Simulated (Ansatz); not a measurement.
## Zn in Al(100), 2x2: scattering by a point defect

Aim: the resistance that Zn in Al(100), 2x2 adds to the host.

Program: Ansatz 0.2.0. Level of theory: Ansatz plane-wave DFT, PBE, PAW files; ballistic transport by layer matching (Landauer), zero bias; PAW set soft_1, in the first sound run; inputs show where later runs differ. Results are calculated unless marked as measured.

## Step 1: Starting point

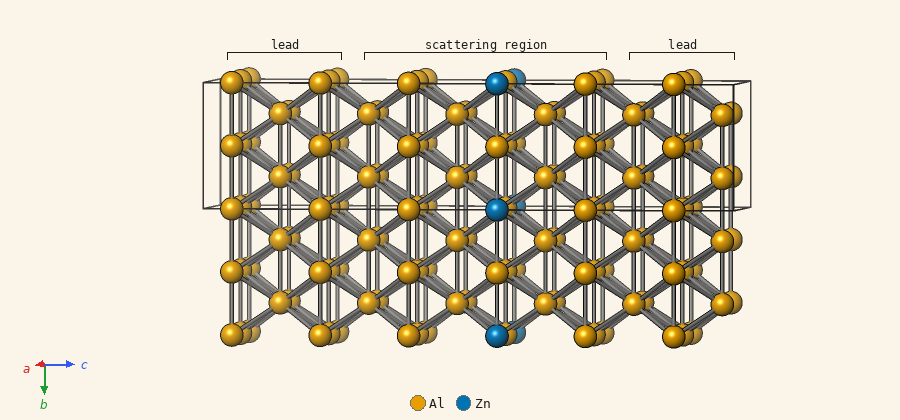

Start, viewed from the side, with the c axis across the page; aluminium orange, zinc blue. 1×2×1 cells are drawn. Some periodic images of atoms are drawn too.

The cell holds 48 atoms: 47 Al and 1 Zn. Cell: a = 5.725 Å, b = 5.725 Å, c = 24.288 Å, α = 90.0°, β = 90.0°, γ = 90.0°. It derives from Al. Regions: lead, 24 atoms (24 Al); scattering region, 24 atoms (23 Al and 1 Zn). The structure is stacked along c, and the current runs across the ab planes.

## Step 2: Transmission at ideal sites

The defect sits in one plane of the supercell, all atoms on ideal sites; the layers about the cell's end are the lead. The mesh across the current, 10×10, is finer than the density's, because channels open and close sharply across the zone. Energies from -0.1 to 0.1 eV in steps of 0.05 eV are too few for the program's thermal sum, so it prints no conductance; for a metal the transmission near the Fermi level serves, at a fraction of the cost.

File input.yaml:

```yaml
crystal:
  lattice:
    - [5.7246940741, 0.0, 0.0]
    - [0.0, 5.7246940741, 0.0]
    - [0.0, 0.0, 24.28782]
  atoms:
    - { symbol: Al, position: [0.0, 0.0, 0.0416666667] }
    - { symbol: Al, position: [0.0, 0.5, 0.0416666667] }
    - { symbol: Al, position: [0.5, 0.0, 0.0416666667] }
    - { symbol: Al, position: [0.5, 0.5, 0.0416666667] }
    - { symbol: Al, position: [0.25, 0.25, 0.125] }
    - { symbol: Al, position: [0.25, 0.75, 0.125] }
    - { symbol: Al, position: [0.75, 0.25, 0.125] }
    - { symbol: Al, position: [0.75, 0.75, 0.125] }
    - { symbol: Al, position: [0.0, 0.0, 0.2083333333] }
    - { symbol: Al, position: [0.0, 0.5, 0.2083333333] }
    - { symbol: Al, position: [0.5, 0.0, 0.2083333333] }
    - { symbol: Al, position: [0.5, 0.5, 0.2083333333] }
    - { symbol: Al, position: [0.25, 0.25, 0.2916666667] }
    - { symbol: Al, position: [0.25, 0.75, 0.2916666667] }
    - { symbol: Al, position: [0.75, 0.25, 0.2916666667] }
    - { symbol: Al, position: [0.75, 0.75, 0.2916666667] }
    - { symbol: Al, position: [0.0, 0.0, 0.375] }
    - { symbol: Al, position: [0.0, 0.5, 0.375] }
    - { symbol: Al, position: [0.5, 0.0, 0.375] }
    - { symbol: Al, position: [0.5, 0.5, 0.375] }
    - { symbol: Al, position: [0.25, 0.25, 0.4583333333] }
    - { symbol: Al, position: [0.25, 0.75, 0.4583333333] }
    - { symbol: Al, position: [0.75, 0.25, 0.4583333333] }
    - { symbol: Al, position: [0.75, 0.75, 0.4583333333] }
    - { symbol: Zn, position: [0.0, 0.0, 0.5416666667] }
    - { symbol: Al, position: [0.0, 0.5, 0.5416666667] }
    - { symbol: Al, position: [0.5, 0.0, 0.5416666667] }
    - { symbol: Al, position: [0.5, 0.5, 0.5416666667] }
    - { symbol: Al, position: [0.25, 0.25, 0.625] }
    - { symbol: Al, position: [0.25, 0.75, 0.625] }
    - { symbol: Al, position: [0.75, 0.25, 0.625] }
    - { symbol: Al, position: [0.75, 0.75, 0.625] }
    - { symbol: Al, position: [0.0, 0.0, 0.7083333333] }
    - { symbol: Al, position: [0.0, 0.5, 0.7083333333] }
    - { symbol: Al, position: [0.5, 0.0, 0.7083333333] }
    - { symbol: Al, position: [0.5, 0.5, 0.7083333333] }
    - { symbol: Al, position: [0.25, 0.25, 0.7916666667] }
    - { symbol: Al, position: [0.25, 0.75, 0.7916666667] }
    - { symbol: Al, position: [0.75, 0.25, 0.7916666667] }
    - { symbol: Al, position: [0.75, 0.75, 0.7916666667] }
    - { symbol: Al, position: [0.0, 0.0, 0.875] }
    - { symbol: Al, position: [0.0, 0.5, 0.875] }
    - { symbol: Al, position: [0.5, 0.0, 0.875] }
    - { symbol: Al, position: [0.5, 0.5, 0.875] }
    - { symbol: Al, position: [0.25, 0.25, 0.9583333333] }
    - { symbol: Al, position: [0.25, 0.75, 0.9583333333] }
    - { symbol: Al, position: [0.75, 0.25, 0.9583333333] }
    - { symbol: Al, position: [0.75, 0.75, 0.9583333333] }
kpoints:
  mp_grid: { grid: [4, 4, 1] }
hamiltonian:
  xc: pbe
  pseudopotentials: { kind: paw, azcp: { folder: soft_1 } }
scf:
  occupations: { method: fermi_dirac, width: 0.1 }
output:
  transmission: { leads: [[0, 4]], kmesh: [10, 10], e_range: [-0.1, 0.1], de: 0.05 }
  write_potential: true
  write_density: true
  volumetric_format: npy
  elf: true
```

Launch:

```bash
> ansatz run input.yaml --threads 4 --pin off --max-ram 15360MiB --backend cpu --events-out ev --progress --plain --runs-dir out
```

Numbers of over 12 decimals in the logs are rounded to 6 here.

The program printed:

```text
Engine: ansatz 0.2.0, aarch64-unknown-linux-gnu
Pseudopotentials: kind: paw
Pseudopotential: Al, paw, valence charge 3, recommended cutoff 420 eV (normal), soft_1/Al.paw.azcp
Pseudopotential: Zn, paw, valence charge 12, recommended cutoff 420 eV (normal), soft_1/Zn.paw.azcp
Functional definition: PBE
  parameter kappa = 0.804
  parameter beta = 0.066725
  exchange = pbe_x(kappa = kappa, mu = beta*pi^2/3)
  correlation = pbe_c(beta = beta)
Crystal: 48 atoms, lattice volume = 795.963 Å³
Basis set: ecut = 420 eV, 15629 PW (Γ)
Bands: 125, of which v1, the nominal top of the filled ones, is band 77 counted from 1 (76 counted from 0)
Symmetry: 16 space group operations
Space group: P4/mmm (ITA 123), of the structure as read, at distance tolerance 9.3e-5 Å
k-points: 6 of 16
Non-local potential: Al, projectors of the file, l = 0: 2, l = 1: 2, l = 2: 1
Non-local potential: Zn, projectors of the file, l = 0: 2, l = 1: 2, l = 2: 3, l = 3: 1
PAW form: soft (Blöchl's): semilocal exchange-correlation on the pseudo side does not see the compensation charge
PAW one-centre angular grid: Al, 110 points (default); XC on 64 Gauss nodes
PAW one-centre angular grid: Zn, 590 points (default); XC on 64 Gauss nodes
Initial density: superposition of atomic densities (chi_scale 0.1, normalization cell, long waves kept (reshape's long-wave potential 0.14 eV rms))
Initial wavefunctions: pseudopotential atomic-orbital guess
Functional: x = pbe(κ = 0.804, μ = 0.219515), c = pbe(β = 0.066725)
SCF iter   1: F=—  HF=-28584.511664 eV  |F-HF|=—  |Δ(HF+E_count)|=         —  Δρ=3.09e-2  dr2=4.08e1  ethr=3.10e-3  ⟨swp⟩=6.5  Hψ=3675  notcnv=0  defer=21
preconditioner: auto → Kerker (q_TF=auto, 2.073 Å⁻¹)  [metal: Δε(μ)=0.018 eV  Ē_g=6.728 eV  σ=0.100 eV  W_gap=0.05  n_scr=112 (ndim 8)  ℏωp=16.3 eV  f_vac=0.000  D(μ)=24.09/eV (n_scr^D=158)]
SCF iter   2: F=—  HF=-28582.895665 eV  |F-HF|=—  |Δ(HF+E_count)|=    1.62e0  Δρ=1.94e-2  dr2=8.41e0  ethr=3.10e-3  ⟨swp⟩=3.0  Hψ=1549  notcnv=0  defer=58
SCF iter   3: F=—  HF=-28582.325595 eV  |F-HF|=—  |Δ(HF+E_count)|=   5.70e-1  Δρ=1.75e-2  dr2=2.94e0  ethr=3.10e-3  ⟨swp⟩=2.0  Hψ=1434  notcnv=0  defer=72
SCF iter   4: F=—  HF=-28581.602520 eV  |F-HF|=—  |Δ(HF+E_count)|=   7.23e-1  Δρ=3.60e-3  dr2=1.26e-1  ethr=1.92e-3  ⟨swp⟩=3.0  Hψ=1518  notcnv=0  defer=80
SCF iter   5: F=—  HF=-28581.573692 eV  |F-HF|=—  |Δ(HF+E_count)|=   2.88e-2  Δρ=6.57e-4  dr2=9.22e-3  ethr=8.23e-5  ⟨swp⟩=2.0  Hψ=879  notcnv=0  defer=80
SCF iter   6: F=—  HF=-28581.572455 eV  |F-HF|=—  |Δ(HF+E_count)|=   1.24e-3  Δρ=1.21e-4  dr2=7.35e-5  ethr=6.02e-6  ⟨swp⟩=2.0  Hψ=747  notcnv=0  defer=80
SCF iter   7: F=—  HF=-28581.572568 eV  |F-HF|=—  |Δ(HF+E_count)|=   1.13e-4  Δρ=8.45e-5  dr2=4.76e-5  ethr=4.80e-8  ⟨swp⟩=2.2  Hψ=1109  notcnv=0  defer=80
SCF iter   8: F=—  HF=-28581.572555 eV  |F-HF|=—  |Δ(HF+E_count)|=   1.29e-5  Δρ=5.64e-6  dr2=8.16e-7  ethr=3.11e-8  ⟨swp⟩=2.0  Hψ=1048  notcnv=0  defer=80
SCF iter   9: F=-28581.572555 eV  HF=-28581.572555 eV  |F-HF|=1.07e-8  |Δ(HF+E_count)|=   3.57e-8  Δρ=1.25e-6  dr2=1.42e-8  ethr=6.54e-11  ⟨swp⟩=17.7  Hψ=3267  notcnv=0
SCF 1 converged in 9 iterations: F = -28581.572555 eV  dr2 = 1.42e-8
  greatest PAW one-centre occupation: 0.979 electrons in one spin orbital (limit 2), on the Zn atom at site 24 (counted from 0), in its partial waves of l = 2
transmission: 68 of 651 steps passed
transmission: 138 of 651 steps passed
[...]
transmission: 651 of 651 steps passed
SCF converged after 9 iterations
Free energy (F): -28581.572555 eV
Harris-Foulkes:  -28581.572555 eV  (|F-HF|=1.07e-8)
Internal energy: -28580.794745 eV  (E = F + TS)
E sigma→0 (E₀):  -28581.183650 eV
Entropy (-TS):   -0.777810 eV (-16.204 meV/atom)
Fermi energy:    7.830239 eV
--- Per-component energies (eV) ---
  E_band       = 509.881421
  E_kinetic    = 1200.951862
  E_local      = -2731.905992  (includes V_loc(G=0)·N_el)
  E_nonlocal   = 1285.078958
  E_hartree    = 1377.467391
  E_xc         = -1847.524450
  E_vxc        = -1419.178459  (∫ρ·V_xc dr)
  E_paw        = -23956.929868  (= ΣΔE_a)
  E_vpaw       = -579.993033  (= ΣTr[D̂ρ^β])
  E_aug_tail   = -0.000389  (compensation charges beyond the density's cutoff)
  E_ewald      = -3907.932258
  E_smearing   = -0.777810  (= −TS)
  E_closure    = -0.000000  (closes the sum)
  Σ components = -28581.572555   (vs F -28581.572555, Δ=0.00e0)
--- Band table (eV; the first three rows and the last of 6) ---
  k-point 0: bands = [... 73 lower, 7.1387, 7.2292, 7.2563, 7.2627, 7.2666, 7.2666, 7.2725, 7.2778, ... 44 higher]
  k-point 1: bands = [... 73 lower, 7.5268, 7.5281, 7.5560, 7.5727, 7.5941, 7.6252, 8.2010, 8.2034, ... 44 higher]
  k-point 2: bands = [... 73 lower, 7.5967, 7.6181, 7.6556, 7.6980, 8.2618, 8.2755, 8.2816, 8.2956, ... 44 higher]
  k-point 5: bands = [... 73 lower, 8.1757, 8.1757, 8.2027, 8.2121, 8.7494, 8.7510, 8.7582, 8.7582, ... 44 higher]
--- Transmission ---
  basis      : 293 plane waves across, 31 finite elements along
  points     : 21, standing for a mesh of 10 x 10
  energies   : 5 from -0.100000 to 0.100000 eV about the Fermi level, 0.050000 eV apart; the leads are filled to 0.000000 eV, and channels, transmission and decay are at 0.000000 eV
  crystal 0  : Al4, at the sites [0, 4], period 2.0240 Å, over 22.26 Å; its Hamiltonian steps by up to 9.6 meV
    offset         : up to 0.0000 Å between an atom of the period and one for which it stands
    channels       : 6.090000e0 a spin
    conductance    : none, the energies end too early or step too widely for 300 K: set another output.transmission.e_range or a lower de, or, where they end at an eighth of basis.ecutwfc, a higher one
  junction   : crystal 0 to crystal 0, 1.33 to 23.59 Å
    transmission   : 5.832778e0 a spin
    conductance    : none, the energies end too early or step too widely for 300 K: set another output.transmission.e_range or a lower de, or, where they end at an eighth of basis.ecutwfc, a higher one
```

Elapsed: 4.1 min, on 4 threads of Arm Neoverse V1, shared host; peak memory 2.5 GiB.

This run has no spin polarisation although its electron count is odd.

This step gave:

* free energy: -28581.5726 eV
* energy at zero smearing: -28581.1837 eV
* Fermi energy: 7.830 eV
* cell area: 32.77 Å²
* transmission per spin nearest the Fermi level: 5.833
* open channels per spin nearest the Fermi level: 6.09
* step of the lead's potential: 9.6 meV

Per spin. Transmission, zone mean against energy, zero at the Fermi level:

```tsv
energy (eV)	transmission, zone mean
-0.1000	5.94
-0.0500	5.93
0.0000	5.83
0.0500	6.08
0.1000	6.14
```

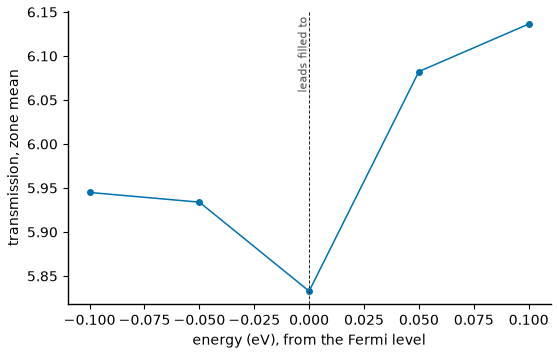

Transmission, zone mean, plotted against energy.

Per spin. Open channels, zone mean, lead against energy, zero at the Fermi level:

```tsv
energy (eV)	open channels, zone mean, lead
-0.1000	6.21
-0.0500	6.21
0.0000	6.09
0.0500	6.37
0.1000	6.45
```

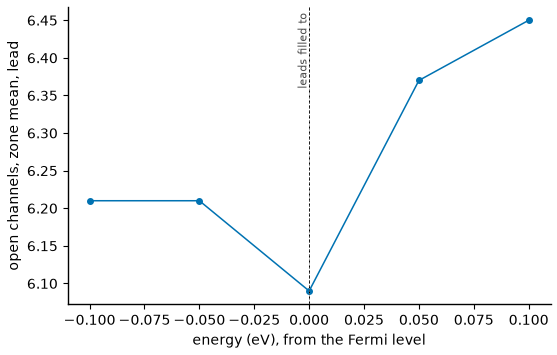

Open channels, zone mean, lead against energy.

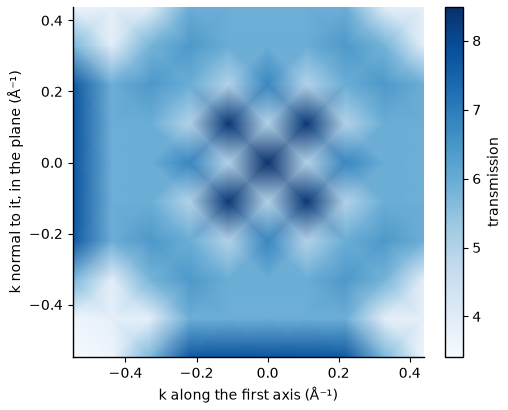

Transmission over k1 and k2. At 0.0000 eV from the Fermi level.

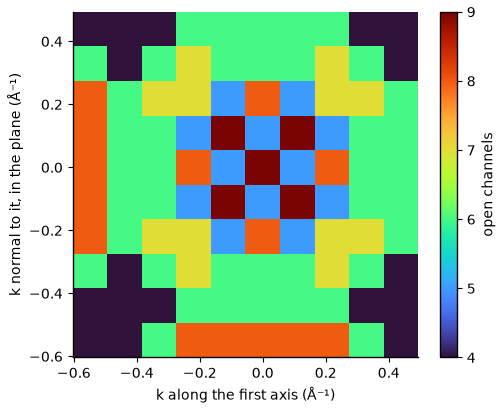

Open channels over k1 and k2. At 0.0000 eV from the Fermi level.

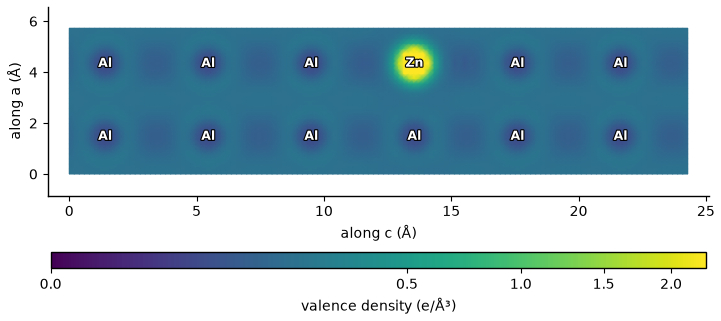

Valence density in the ca plane at fractional y = 0.000, with atoms of Al and Zn within 0.2 Å of it. It is the smooth field of the valence electrons, not physical close to the nuclei. The map starts off the cell's origin, so that atoms lie inside it. The colour scale is stretched toward low values.

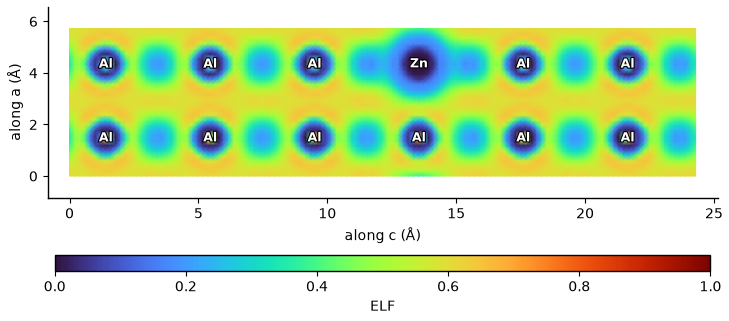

ELF in the ca plane at fractional y = 0.000, with atoms of Al and Zn within 0.2 Å of it. It is the smooth field of the valence electrons, not physical close to the nuclei. The map starts off the cell's origin, so that atoms lie inside it.

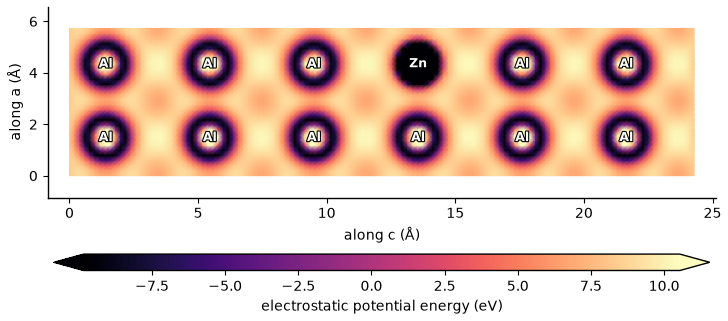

Electrostatic potential energy in the ca plane at fractional y = 0.000, with atoms of Al and Zn within 0.2 Å of it. With pseudopotentials it is smooth inside the atoms' cores, unlike the true potential. The map starts off the cell's origin, so that atoms lie inside it.

Over the solved energies the transmission per spin lies between 5.83 and 6.14, out of 6.27 channels of the lead on average (up to 6.45).

## Step 3: Resistance at ideal sites

This step: Ansatz plane-wave DFT, PBE, PAW files; ballistic transport by layer matching (Landauer), zero bias; area resistance of the defect plane and resistivity an atomic per cent; PAW set soft_1 (Ansatz 0.2.0).

This step gave:

| Property | Result |
| --- | --- |
| area resistance | 0.03126 fΩ m² |
| T over the leads' mean channel count | 0.9560 |
| resistivity per at.% scaled from this dense plane, with the factor 3/4 for isotropic scattering | 0.4633 µΩ cm |

Averaged over the energies near the Fermi level, 95.6 % of the channels pass, which makes 0.0313 fΩ m².

By hand, with T and the leads' channels N averaged over the energies near the Fermi level: RA = A (h/2e²)(1/T − 1/N) = 32.77×10⁻²⁰ m² × 12 906 Ω × (1/5.950 − 1/6.223) = 0.0313 fΩ m². Per atomic per cent: RA × A / V_atom × 0.01 × 3/4 = 0.463 µΩ cm, with the host's V_atom = 16.58 Å³.

(Continued in part 2 of 2.)

[Logs are printed without paths, hosts, clocks, repeated set-up lines and the standing remarks that a program may print on its own settings, such as how far it seeks lower states.]

[Hosts, paths, dates, database ids (printed as entryN), source tags and the programs' standing remarks are cut or masked in the printed files.]
